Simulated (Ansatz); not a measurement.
```
Al
1.0
     2.86234    0.00000    0.00000
    -1.43117    2.47886    0.00000
     0.00000    0.00000   24.34836
Al
5
Direct
  0.66667 0.33333 0.30803
  0.33333 0.66667 0.40401
  0.00000 0.00000 0.50000
  0.66667 0.33333 0.59599
  0.33333 0.66667 0.69197
```

Level of theory: Kohn-Sham DFT of a periodic cell, PBE, Ansatz PAW in Ansatz.

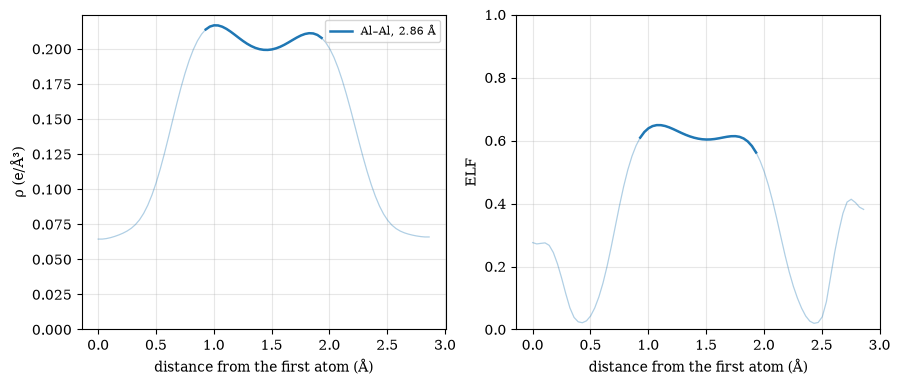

Al (slab). Valence electron density and electron localisation function along straight lines between neighbouring atoms. Thin, pale parts lie inside the atomic spheres.

In a PAW calculation such maps are meaningful between the atoms, not at the nuclei.

**What can be read from the curves?**

Al–Al (2.86 Å): ρ at the midpoint is about 0.2 e/Å³; the ELF peaks at about 0.65 between the atoms.
